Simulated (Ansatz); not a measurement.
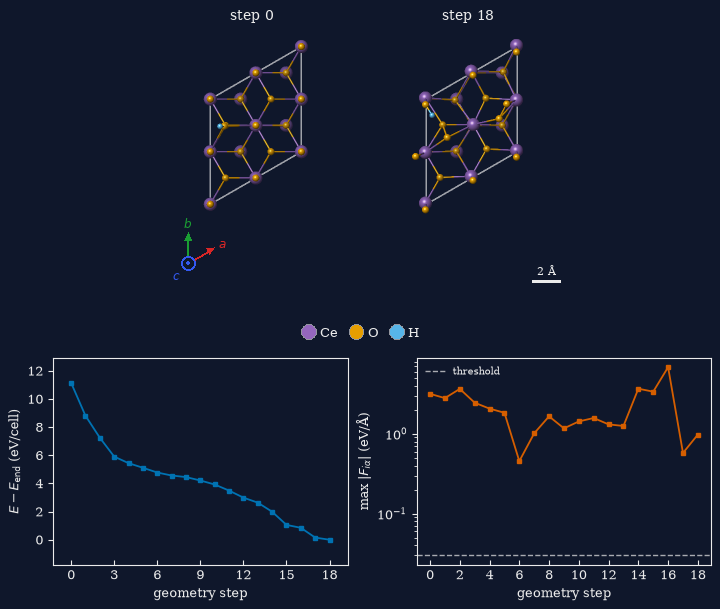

First and last geometry of a constrained relaxation of a slab of composition Ce₈HO₁₇, with the history of the run. The picture is a ball-and-stick view of the cell of the calculation, outlined in the plane, without the vacuum (origin shifted), seen along the c axis.

It is OH on CeO2(111), set down by a guess. The run prepares an end point of a later path (dissociation) calculation, from a guessed geometry. 8 atoms are held fixed.

Computed with Ansatz 0.2.0, DFT PBE-D3(BJ), scalar-relativistic, plane waves, PAW. Settings: plane-wave cutoff 420 eV; k-point mesh 2 × 2 × 1; occupations gaussian; smearing width 0.05 eV; collinear spin; atoms relaxed in a fixed cell; force threshold 0.03 eV/Å; at most 60 steps.

Did the run converge, and what did it change?

Answer. The run was cut off at its time limit before the relaxation converged, so the last structure is only a point on the way. An O atom moves most: 2.11 Å at 78° to the normal (−c side). By element the largest moves are O 2.11 Å, H 1.00 Å, Ce 0.43 Å. The cell stays as it was. Some distances before and after: O–O 3.866 → 1.303 Å, Ce–O 4.533 → 2.639 Å, H–O 0.977 → 2.245 Å, H–O 2.235 → 0.997 Å. New bonds form, among them: Ce–O (4.53 → 2.64 Å), H–O (2.24 → 1.00 Å), O–O (3.87 → 1.30 Å). Bonds break, among them: H–O (0.98 → 2.25 Å). Bond angles that change, for instance: Ce–O–O 105.1° → 71.3°, Ce–O–Ce 77.8° → 109.1°, Ce–O–O 109.3° → 139.9°. The energy falls by 11.144 eV per cell of the calculation in 18 geometry steps. Largest force component: 3.2 eV/Å at the start, 0.98 eV/Å at the end. Cost: 17 min on 4 threads of Intel(R) Xeon(R) Platinum 8375C CPU @ 2.90GHz (Ice Lake), with other jobs on the host, peak memory 4.4 GiB.

Limits of the set-up: the periodic images lie only 7.7 Å apart, so the values are limited by the cell's size; 4f states are treated without a Hubbard U.
